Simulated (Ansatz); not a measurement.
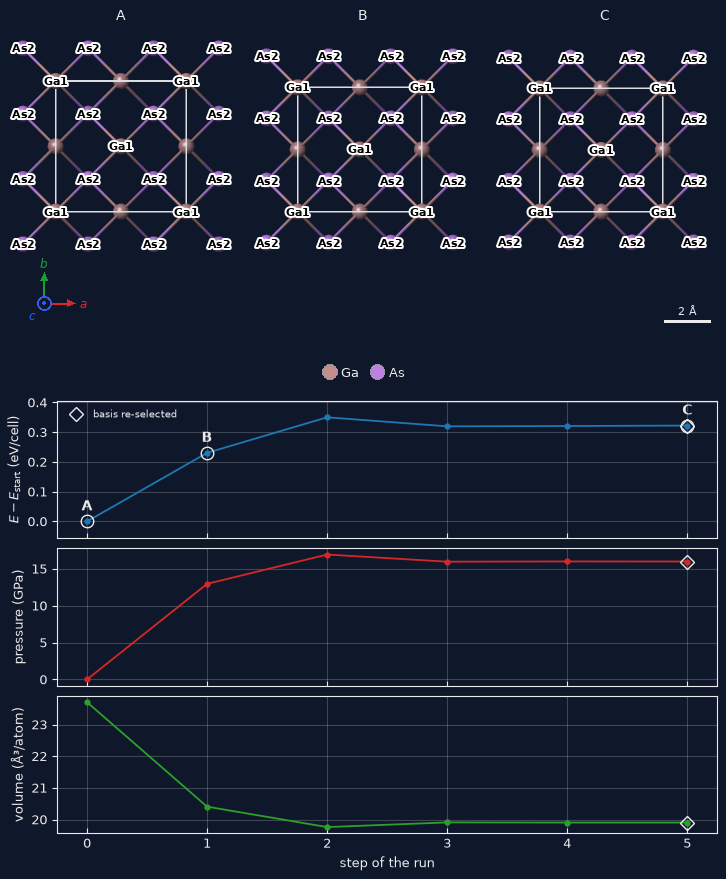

Frames of a relaxation of a crystal of GaAs (set up in F-43m), marked on the history of the run. The picture is a ball-and-stick view of the conventional cell (4 times the calculation's cell), seen along the c axis. Lengths and directions refer to the drawn axes.

Case: relaxed at 16 GPa.

Theory: Ansatz, DFT PBE, scalar-relativistic, plane waves, PAW.

Input file:
```yaml
crystal:
  lattice:
    - [0.0, 2.8726922662, 2.8726922662]
    - [2.8726922662, 0.0, 2.8726922662]
    - [2.8726922662, 2.8726922662, 0.0]
  atoms:
    - { symbol: Ga, position: [0.0, 0.0, 0.0] }
    - { symbol: As, position: [0.75, 0.75, 0.75] }
basis:
  ecutwfc: 420
kpoints:
  mp_grid: { grid: [12, 12, 12] }
hamiltonian:
  xc: pbe
scf:
  occupations: { method: gaussian, width: 0.02 }
output:
  forces: true
  stress: true
  eigenvalues: true
relax:
  adjacent_minimum: "off"
  f_tol: 0.001
  max_steps: 60
  cell: { stress_tol: 0.02, p_target: 16.0 }
```

Launched with:
```bash
ansatz run input.yaml --threads 1 --pin off --max-ram 3072MiB --backend cpu --events-out ev --progress --plain --runs-dir out
```

> Describe the path.

The energy rises by 0.322 eV per cell of the calculation in 4 accepted moves (5 points after the start). With the target pressure of 16 GPa, the enthalpy E + pV changes by −0.437 eV per cell of the calculation. All forces vanish by symmetry, so only the cell relaxes. The pressure goes from 0.00 to 15.99 GPa. The SCF was repeated once at an unchanged geometry on a basis and grid sized afresh for the cell, which shifted the energy by 1.5 meV per cell of the calculation at most. The atoms keep their places relative to the cell (all moves are under 0.005 Å). Cell: a = b = c 5.745 → 5.420 Å (−5.7 %). Volume −16.0 %. Near-neighbour distances that change, for instance: Ga1–As2 2.488 → 2.347 Å. The space group stays F-43m (No. 216). Cost: 67 s on 1 thread of AMD EPYC (Zen 3), on a shared host, peak memory 0.42 GiB. From step 0 to 1: volume −13.9 %, energy +0.231 eV per cell of the calculation. From step 1 to 5: volume −2.5 %, energy +91.8 meV per cell of the calculation.

```tsv
step	E − E(0), meV/atom	pressure, GPa	volume, Å³/atom	note
0	0.00	0.00	23.706	
1	115.28	12.96	20.406	
2	175.08	16.94	19.761	
3	159.92	15.97	19.909	
4	160.45	16.00	19.904	
5	161.19	15.99	19.904	same geometry, new basis
```
